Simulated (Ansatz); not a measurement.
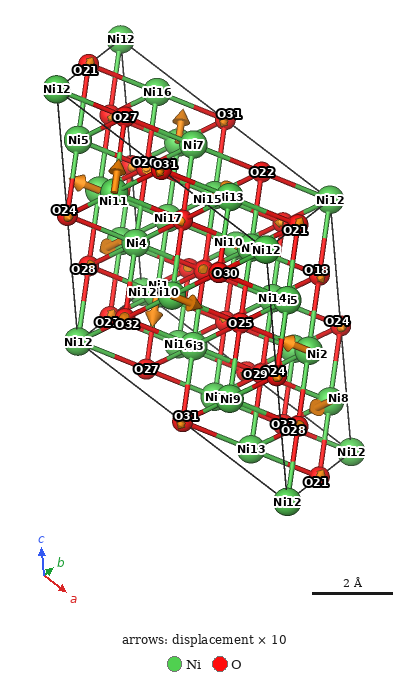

A relaxation of a defect cell of composition Ni17O15. The starting structure is drawn; orange arrows show the displacements, 10 times their true length.

The picture is a ball-and-stick view of the cell of the calculation, seen slightly off an axis.

Case: Ni on a O site (b), charge +0, atoms relaxed at the host's cell.

Theory: Ansatz, DFT PBE, scalar-relativistic, plane waves, PAW.

The input:
```yaml
crystal:
  lattice:
    - [-4.2163272195, -4.2163272195, 4.2163272195]
    - [4.2163272195, -4.2163272195, -4.2163272195]
    - [4.2163272195, 4.2163272195, 4.2163272195]
  atoms:
    - { symbol: Ni, position: [0.25, 0.5, 0.25], spin: 1.6 }
    - { symbol: Ni, position: [0.0, 0.5, 0.5], spin: 1.6 }
    - { symbol: Ni, position: [0.5, 0.25, 0.25], spin: 1.6 }
    - { symbol: Ni, position: [0.25, 0.25, 0.5], spin: 1.6 }
    - { symbol: Ni, position: [0.0, 0.25, 0.75], spin: 1.6 }
    - { symbol: Ni, position: [0.75, 0.5, 0.75], spin: 1.6 }
    - { symbol: Ni, position: [0.5, 0.5, 0.0], spin: 1.6 }
    - { symbol: Ni, position: [0.0, 0.75, 0.25], spin: 1.6 }
    - { symbol: Ni, position: [0.75, 0.0, 0.25], spin: 1.6 }
    - { symbol: Ni, position: [0.5, 0.0, 0.5], spin: 1.6 }
    - { symbol: Ni, position: [0.25, 0.0, 0.75], spin: 1.6 }
    - { symbol: Ni, position: [0.0, 0.0, 0.0], spin: 1.6 }
    - { symbol: Ni, position: [0.75, 0.25, 0.0], spin: 1.6 }
    - { symbol: Ni, position: [0.75, 0.75, 0.5], spin: 1.6 }
    - { symbol: Ni, position: [0.5, 0.75, 0.75], spin: 1.6 }
    - { symbol: Ni, position: [0.25, 0.75, 0.0], spin: 1.6 }
    - { symbol: Ni, position: [0.25, 0.75, 0.5], spin: 2.0 }
    - { symbol: O, position: [0.0, 0.75, 0.75], spin: 0.32 }
    - { symbol: O, position: [0.5, 0.5, 0.5], spin: 0.32 }
    - { symbol: O, position: [0.25, 0.5, 0.75], spin: 0.32 }
    - { symbol: O, position: [0.0, 0.5, 0.0], spin: 0.32 }
    - { symbol: O, position: [0.75, 0.75, 0.0], spin: 0.32 }
    - { symbol: O, position: [0.5, 0.75, 0.25], spin: 0.32 }
    - { symbol: O, position: [0.0, 0.0, 0.5], spin: 0.32 }
    - { symbol: O, position: [0.75, 0.25, 0.5], spin: 0.32 }
    - { symbol: O, position: [0.5, 0.25, 0.75], spin: 0.32 }
    - { symbol: O, position: [0.25, 0.25, 0.0], spin: 0.32 }
    - { symbol: O, position: [0.0, 0.25, 0.25], spin: 0.32 }
    - { symbol: O, position: [0.75, 0.5, 0.25], spin: 0.32 }
    - { symbol: O, position: [0.75, 0.0, 0.75], spin: 0.32 }
    - { symbol: O, position: [0.5, 0.0, 0.0], spin: 0.32 }
    - { symbol: O, position: [0.25, 0.0, 0.25], spin: 0.32 }
basis:
  ecutwfc: 420
  xc_grid: 2
kpoints:
  mp_grid: { grid: [5, 5, 5], shift: [0.0, 0.0, 0.0] }
hamiltonian:
  xc: pbe
scf:
  occupations: { method: gaussian, width: 0.1 }
output:
  forces: true
  stress: false
  eigenvalues: true
  populations: true
  write_density: true
  write_potential: true
  elf: true
  volumetric_format: npy
magnetization:
  spin_polarized: true
relax:
  adjacent_minimum: "off"
  f_tol: 0.025
  max_steps: 45
```

Launched with:
```bash
ansatz run input.yaml --threads 4 --pin off --max-ram 10240MiB --backend cpu --events-out ev --progress --plain --runs-dir out
```

> Atoms of which element are displaced furthest, and by how much?

Nickel: up to 0.096 Å, against 0.023 Å for oxygen.

> What did the optimiser do to the structure, and how much energy did it gain?

The largest moves, 0.096 Å, are those of Ni1, Ni2, Ni8, Ni10, Ni11 and Ni15. Ni2 goes along [−1 −1 0]. Largest moves by element: Ni 0.096 Å, O 0.023 Å. The cell doesn't change. Near-neighbour distances that change, for instance: Ni10–Ni17 2.108 → 2.204 Å, Ni10–O25 2.108 → 2.012 Å, Ni12–O18 2.108 → 2.125 Å, Ni10–O23 2.108 → 2.095 Å. Bond angles that change, for instance: O19–Ni1–O21 180.0° → 173.9°, Ni11–O31–Ni15 90.0° → 96.1°, Ni3–O31–Ni15 180.0° → 176.5°. Over 3 geometry steps the energy falls by 0.547 eV per cell of the calculation. The largest force component goes from 1.8 to 0.0089 eV/Å. The program noted that the starting moments weren't kept.

Limits of the set-up: the periodic images lie only 7.3 Å apart, so the values are limited by the cell's size.
